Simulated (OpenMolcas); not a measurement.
## Run report: C4H8, single-point calculation (part 2 of 2)

Continued. System: C4H8. Method: CCSD(T)/6-31G*, RHF (OpenMolcas 26.06). A bond length was changed on purpose from its optimised value.

Geometry of the input (Å):
```
C  0.1961  1.8817  0.4270
C  0.6266  0.8664  -0.3081
C  -0.1471  -0.3758  -0.5993
C  0.5571  -1.6315  -0.0976
H  -0.7940  1.8759  0.8733
H  0.8118  2.7550  0.6085
H  1.6289  0.9118  -0.7335
H  -1.4423  -0.2748  -0.0196
H  -0.2941  -0.4602  -1.6832
H  1.5521  -1.7279  -0.5403
H  0.6791  -1.6023  0.9875
H  -0.0094  -2.5300  -0.3526
```

## Log, continued
```
      Charge (e):
                      =   -0.0000
      Dipole Moment (debye):
      Origin of the operator (angstrom)=    0.3022    0.1396   -0.1392
                   X=  4.3942E-01               Y= -2.6159E-01               Z= -2.3632E-01           Total=  5.6335E-01
      Quadrupole Moment (debye*angstrom):
      Origin of the operator (angstrom)=    0.3022    0.1396   -0.1392
                  XX= -2.6854E+01              XY=  2.8660E-01              XZ= -1.1094E+00              YY= -2.6743E+01
                  YZ=  1.1535E+00              ZZ= -2.7455E+01
      In traceless form (debye*angstrom)
                  XX=  2.4529E-01              XY=  4.2990E-01              XZ= -1.6641E+00              YY=  4.1100E-01
                  YZ=  1.7303E+00              ZZ= -6.5629E-01
--

--- Stop Module: scf /rc=_RC_ALL_IS_WELL_ ---
--- Module scf spent 2 seconds ---

--- Start Module: rasscf ---

                                              &RASSCF

                       available to each process: 1.9 GB of memory, 1 thread

      Header of the ONEINT file:
      --------------------------

      OrdInt status: non-squared

      Cartesian coordinates in angstrom:
      -----------------------------------------------------
      No.  Label        X            Y            Z
      -----------------------------------------------------
       1   C1         0.19610700   1.88168900   0.42702200
       2   C2         0.62660700   0.86638900  -0.30807800
       3   C3        -0.14709300  -0.37581100  -0.59927800
       4   C4         0.55710700  -1.63151100  -0.09757800
       5   H5        -0.79399300   1.87588900   0.87332200
       6   H6         0.81180700   2.75498900   0.60852200
       7   H7         1.62890700   0.91178900  -0.73347800
       8   H8        -1.44230000  -0.27480000  -0.01960000
       9   H9        -0.29409300  -0.46021100  -1.68317800
      10   H10        1.55210700  -1.72791100  -0.54027800
      11   H11        0.67910700  -1.60231100   0.98752200
      12   H12       -0.00939300  -2.53001100  -0.35257800
      -----------------------------------------------------
      Nuclear repulsion energy =  116.43871130

++    Wave function specifications:
      -----------------------------

      Number of closed shell electrons          32
      Number of electrons in active shells       0
      Max number of holes in RAS1 space          0
      Max nr of electrons in RAS3 space          0
      Number of inactive orbitals               16
      Number of active orbitals                  0
      Number of secondary orbitals              56
      Spin quantum number                      0.0
      State symmetry                             1
--

++    Orbital specifications:
      -----------------------

      Symmetry species                           1
                                                 a
      Frozen orbitals                            0
      Inactive orbitals                         16
      Active orbitals                            0
      RAS1 orbitals                              0
      RAS2 orbitals                              0
      RAS3 orbitals                              0
      Secondary orbitals                        56
      Deleted orbitals                           0
      Number of basis functions                 72
--

++    CI expansion specifications:
      ----------------------------

      Number of CSFs                             1
      Number of spin combinations                1
      Number of determinants                     1
      Number of root(s) required                 1
      Root chosen for geometry opt.              1
      CI root used                               1

      highest root included in the CI            1
      max. size of the explicit Hamiltonian      1
--

++    Optimization specifications:
      ----------------------------

      RASSCF algorithm: Conventional
      Maximum number of macro iterations       200
      Maximum number of SX iterations          100
      Threshold for RASSCF energy            1.000E-08
      Threshold for max MO rotation          1.000E-01
      Threshold for max BLB element          1.000E-04
      Level shift parameter                  5.000E-01
      Make Quasi-Newton update
--

      The MO-coefficients are taken from the file:
      test.ScfOrb
      Title: SCF orbitals

      Total molecular charge    0.00

      ************************************************************************************************************************
      *                                            Wave function control section                                             *
      ************************************************************************************************************************

                                         RASSCF iterations: Energy and convergence statistics
                                         ----------------------------------------------------

          iter iter root      energy       change     param      element    value   shift minimum  type update hh:mm:ss
 Nr of preliminary CI iterations:   1
        1   1    1    1  -156.06306881    0.00E+00   0.00E+00    9  19 1  1.31E-08   0.00   0.00    SX    NO    0:00:00
        2   1    1    1  -156.06306881   -1.73E-12   0.00E+00    9  19 1  1.31E-08   0.00   0.00    SX    NO    0:00:00
        3   1    1    1  -156.06306881   -1.71E-13   0.00E+00    9  19 1  1.31E-08   0.00   0.00    SX    NO    0:00:00
        4   1    1    1  -156.06306881   -1.14E-13   0.00E+00    9  19 1  1.31E-08   0.00   0.00    SX    NO    0:00:00
      Convergence after  4 iterations
        5   1    1    1  -156.06306881    3.69E-13   0.00E+00    9  19 1  1.31E-08   0.00   0.00    SX    NO    0:00:00

      Natural orbitals and occupation numbers for root  1

      ************************************************************************************************************************
      *                                                    Final results                                                     *
      ************************************************************************************************************************

++    Final optimization conditions:
      ------------------------------

      Average CI energy                            -156.06306881
      RASSCF energy for state  1                   -156.06306881
      Super-CI energy                                 0.00000000
      RASSCF energy change                            0.00000000
      Max change in MO coefficients               0.000E+00
      Max non-diagonal density matrix element     0.000E+00
      Maximum BLB matrix element                  1.314E-08
      (orbital pair   9,  19 in symmetry   1)
      Norm of electronic gradient            7.500E-08
--

      Final state energy(ies):
      ------------------------

::    RASSCF root number  1 Total energy:   -156.06306881
      Von Neumann Entropy (Root   1) = -0.00000

      Mulliken population analysis for root number:  1
      -----------------------------------------------

++    Molecular charges:
      ------------------

      Mulliken charges per centre
      ---------------------------

                C1      C2      C3      C4      H5      H6      H7      H8      H9      H10     H11     H12
      Total    6.3998  6.1055  6.3084  6.4817  0.8217  0.8245  0.8173  0.9321  0.8195  0.8375  0.8241  0.8279

      N-E     -0.3998 -0.1055 -0.3084 -0.4817  0.1783  0.1755  0.1827  0.0679  0.1805  0.1625  0.1759  0.1721

      Total electronic charge=   32.000000

      Total            charge=   -0.000000
--

      Expectation values of various properties for root number:  1
      -----------------------------------------------------------

++    Molecular properties:
      ---------------------

      Charge (e):
                      =   -0.0000
      Dipole Moment (debye):
      Origin of the operator (angstrom)=    0.3022    0.1396   -0.1392
                   X=  4.3942E-01               Y= -2.6159E-01               Z= -2.3632E-01           Total=  5.6335E-01
      Quadrupole Moment (debye*angstrom):
      Origin of the operator (angstrom)=    0.3022    0.1396   -0.1392
                  XX= -2.6854E+01              XY=  2.8660E-01              XZ= -1.1094E+00              YY= -2.6743E+01
                  YZ=  1.1535E+00              ZZ= -2.7455E+01
      In traceless form (debye*angstrom)
                  XX=  2.4529E-01              XY=  4.2990E-01              XZ= -1.6641E+00              YY=  4.1100E-01
                  YZ=  1.7303E+00              ZZ= -6.5629E-01
--

      Canonical orbitals are written to the RASORB file
      Natural orbitals for root   1 are written to the RASORB.1 file
      Spin density orbitals for root   1 are written to the SPDORB.1 file

--- Stop Module: rasscf /rc=_RC_ALL_IS_WELL_ ---
--- Module rasscf spent 1 second ---

--- Start Module: motra ---

                                               &MOTRA

                       available to each process: 1.9 GB of memory, 1 thread

      *** WARNING: Default frozen orbitals is overwritten by user input.
      *** Default values:   4

      Header of the integral files:

      Header of MO coefficients source file:
      JOBIPH

      Cartesian coordinates in angstrom:
      -----------------------------------------------------
      No.  Label        X            Y            Z
      -----------------------------------------------------
       1   C1         0.19610700   1.88168900   0.42702200
       2   C2         0.62660700   0.86638900  -0.30807800
       3   C3        -0.14709300  -0.37581100  -0.59927800
       4   C4         0.55710700  -1.63151100  -0.09757800
       5   H5        -0.79399300   1.87588900   0.87332200
       6   H6         0.81180700   2.75498900   0.60852200
       7   H7         1.62890700   0.91178900  -0.73347800
       8   H8        -1.44230000  -0.27480000  -0.01960000
       9   H9        -0.29409300  -0.46021100  -1.68317800
      10   H10        1.55210700  -1.72791100  -0.54027800
      11   H11        0.67910700  -1.60231100   0.98752200
      12   H12       -0.00939300  -2.53001100  -0.35257800
      -----------------------------------------------------
      Nuclear repulsion energy =  116.43871130

      Orbital specifications:
      -----------------------

      Symmetry species:              1
      Number of basis functions:    72
      Frozen orbitals:               4
      Deleted orbitals:              0
      Number of orbitals used:      68

       SYMMETRY  BASIS FUNCTIONS       ORBITALS      INTEGRALS   CPU(SEC)  I/O(SEC)
        1 1 1 1   72  72  72  72    68  68  68  68     2753031       0.00      0.00

       TOTAL CPU TIME(SEC)    0.38TOTAL I/O TIME(SEC)    0.42

--- Stop Module: motra /rc=_RC_ALL_IS_WELL_ ---

--- Start Module: ccsdt ---

                                               &CCSDT

                       available to each process: 1.9 GB of memory, 1 thread

      Standard Fortran IO handling used
      Integrals for CCSD will be produced
      Integrals for Noniterative T3 will be produced
      RHF closed shell reference function

      Actual numbers of frozen and deleted orbitals :
      -----------------------------------------------

      Symmetry species                           1
      Frozen orbitals                            4
      Deleted orbitals                           0

      Wave function specifications from previous RASSCF:
      --------------------------------------------------

      Number of closed shell electrons          32
      Number of electrons in active shells       0
      Max number of holes in RAS1 space          0
      Max number of electrons in RAS3 space      0
      Number of inactive orbitals               16
      Number of active orbitals                  0
      Number of secondary orbitals              56
      Spin quantum number                      0.0
      State symmetry                             1
      Number of configuration state fnc.         1
      Number of root(s) available                1
      CI root used                               1
      This is a closed shell RHF reference function

      Orbital specifications from previous RASSCF:
      --------------------------------------------

      Symmetry species                           1
      Frozen orbitals                            0
      Inactive orbitals                         16
      Active orbitals                            0
      Secondary orbitals                        56
      Deleted orbitals                           0
      Number of basis functions                 72

      SCF energy:   -156.06306881
      -----------

      Required WRK size-sum :              1791008

      Wave function specifications:
      -----------------------------

      Spin mutiplicity                           1
      State symmetry                             1

      Orbital specifications:
      -----------------------

      Symmetry species                           1
      Total no. of orbitals                     68
      No. of occupied orbitals with alpha spin  12
      No. of occupied orbitals with beta spin   12
      No. of virtual orbitals with alpha spin   56
      No. of virtual orbitals with beta spin    56

      Methods and options:
      --------------------

      Max no. of iterations                  80
      Type of denominators                  diagonal Fock matrix elements
      energy convergence criterium                0.00000001000000

 DIIS EXTRAPOLATION USED     : YES
 FIRST ITERATION OF EXT.     :  5
 EXTRAPOLATION CYCLE         :  4

 SPIN ADAPTATION             : NONE
 RST. INF. WILL BE SAVED IN  : RSTART
 PREFERENCE MATRIX MULT.     : NORMAL
 DENOMINATOR SHIFT FOR OCC.  :      0.00000
 DENOMINATOR SHIFT FOR VIRT. :      0.00000
 LEVEL OF OUTPUT PRINTING    : MINIMAL
 INPUT/OUTPUT HANDLING       : Standard SQ
 MATRIX OPERATIONS           : ESSL

  nProcs, myRank                    1                    0
  Basic Work space requirements    :              2983552
  Max Size            232498275
  Final Work space requirements    :              3432080
  Allocation of work space   : Done

      Iteration       Total enegy      Corr. energy      Difference
          1         -156.57836581      -0.51529699      -0.51529699
          2         -156.60927139      -0.54620257      -0.03090558
          3         -156.62459434      -0.56152552      -0.01532295
          4         -156.62813525      -0.56506644      -0.00354092
          5         -156.63108065      -0.56801183      -0.00294539
          6         -156.63108381      -0.56801499      -0.00000316
          7         -156.63105724      -0.56798843       0.00002657
          8         -156.63106232      -0.56799350      -0.00000508
          9         -156.63106362      -0.56799481      -0.00000131
         10         -156.63106463      -0.56799582      -0.00000101
         11         -156.63106489      -0.56799608      -0.00000026
         12         -156.63106487      -0.56799606       0.00000002
         13         -156.63106486      -0.56799605       0.00000001
         14         -156.63106485      -0.56799604       0.00000001
         15         -156.63106485      -0.56799604       0.00000000
      Convergence after                    16  Iterations

      Total energy (diff) :    -156.63106485       0.00000000
      Correlation energy  :        -0.5679960357860
      Reference energy    :      -156.0630688115349
      E1aa   contribution :       0.00000000
      E1bb   contribution :       0.00000000
      E2aaaa contribution :      -0.05488118
      E2bbbb contribution :      -0.05488118
      E2abab contribution :      -0.45823368

 Five largest amplitudes of :T1aa
  SYMA   SYMB   SYMI   SYMJ     A      B      I      J     VALUE
    1      0      1      0     18      0     12      0     0.0143888884
    1      0      1      0     15      0     12      0    -0.0132322366
    1      0      1      0     17      0     12      0    -0.0128791815
    1      0      1      0      2      0     11      0    -0.0121915809
    1      0      1      0     22      0     11      0    -0.0110750427
 Euclidian norm is :     0.0505482830

 Five largest amplitudes of :T1bb
  SYMA   SYMB   SYMI   SYMJ     A      B      I      J     VALUE
    1      0      1      0     18      0     12      0     0.0143888884
    1      0      1      0     15      0     12      0    -0.0132322366
    1      0      1      0     17      0     12      0    -0.0128791815
    1      0      1      0      2      0     11      0    -0.0121915809
    1      0      1      0     22      0     11      0    -0.0110750427
 Euclidian norm is :     0.0505482830

 Five largest amplitudes of :T2aaaa
  SYMA   SYMB   SYMI   SYMJ     A      B      I      J     VALUE
    1      1      1      1     16      1     12     10     0.0096354332
    1      1      1      1      2      1     12     11    -0.0089771892
    1      1      1      1     12      1     12      8    -0.0086162601
    1      1      1      1     12      1     12      6    -0.0085396257
    1      1      1      1     20      1     12      6    -0.0080290122
 Euclidian norm is :     0.1333354516

 Five largest amplitudes of :T2bbbb
  SYMA   SYMB   SYMI   SYMJ     A      B      I      J     VALUE
    1      1      1      1     16      1     12     10     0.0096354332
    1      1      1      1      2      1     12     11    -0.0089771892
    1      1      1      1     12      1     12      8    -0.0086162601
    1      1      1      1     12      1     12      6    -0.0085396257
    1      1      1      1     20      1     12      6    -0.0080290122
 Euclidian norm is :     0.1333354516

 Five largest amplitudes of :T2abab
  SYMA   SYMB   SYMI   SYMJ     A      B      I      J     VALUE
    1      1      1      1      1      1     12     12    -0.1208718496
    1      1      1      1      2      2     11     11    -0.0787880933
    1      1      1      1     19      1     12     12     0.0292276330
    1      1      1      1      1     19     12     12     0.0292276330
    1      1      1      1      2      6     11     11     0.0244568106
 Euclidian norm is :     0.4534916936

      Happy Landing!

  **********************************
   Triples Contribution Calculation
  **********************************

 NORB  68
 NOA   12
 NOB   12
 NVA   56
 NVB   56

 NUMBER OF IRREPS             :  1
 MULTIPLICITY                 :  1
 OVERALL SYMMETRY STATE       :  1
 METHOD                       : CCSD+T(CCSD)+<T3(1)WT1> = CCSD(T)
 TYPE OF DENOMINATOR          : DIAGONAL
 SPIN ADAPTATION             : NONE
 CCSD RESULTS LOAD FROM FILE : RSTART
 PREFERENCE MATRIX MULT.     : NORMAL
 DENOMINATOR SHIFT FOR OCC.  :  0.00000E+00
 DENOMINATOR SHIFT FOR VIRT. :  0.00000E+00
 LEVEL OF OUTPUT PRINTING    : MINIMAL
 INPUT/OUTPUT HANDLING       : Standard SQ
 MATRIX HANDLING             : ESSL
 IJ CYCLE SEGMENTED          : NO

  Work space requirements :              2412016
  Allocation of work space : Done
       CCSD     =      -156.6310648473208
       T3 corr. =        -0.0183442248776
       CCSD + T3=      -156.6494090721984
  T3 energy decomposition into spin parts
  Eaaa =  -3.7818204639697667E-004
  Eaab =  -8.7939303923868905E-003
  Eabb =  -8.7939303923868957E-003
  Ebbb =  -3.7818204639697661E-004

      Happy Landing!

--- Stop Module: ccsdt /rc=_RC_ALL_IS_WELL_ ---
--- Module ccsdt spent 29 seconds ---

.##################.
.# Happy landing! #.
.##################.

    Timing: Wall=35.76 User=31.61 System=3.41
```

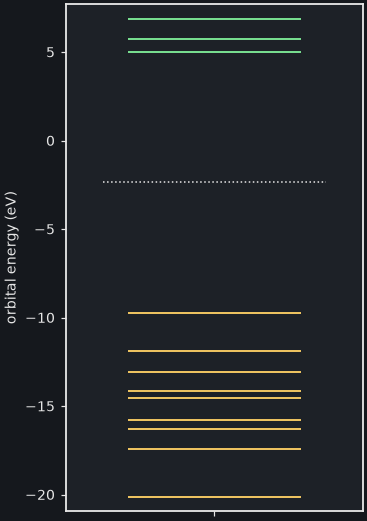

Orbital energies near the frontier (SCF reference); the dotted line parts filled from empty levels, and levels within 0.02 eV of each other stand side by side. Highest filled −9.72 eV, lowest empty 5.01 eV, 14.73 eV apart.

## Results in brief

| quantity | value |
| --- | --- |
| outcome | converged |
| total energy | −156.649409 hartree |
| SCF energy | −156.063069 hartree |
| CCSD energy | −156.631065 hartree |
| correlation energy | −0.586340 hartree |
| (T) correction | −0.018344 hartree |
| basis functions | 72 |
| HOMO of the SCF reference | −9.72 eV |
| LUMO of the SCF reference | 5.01 eV |
| wall time | 36 s |
| peak memory | 0.42 GiB |
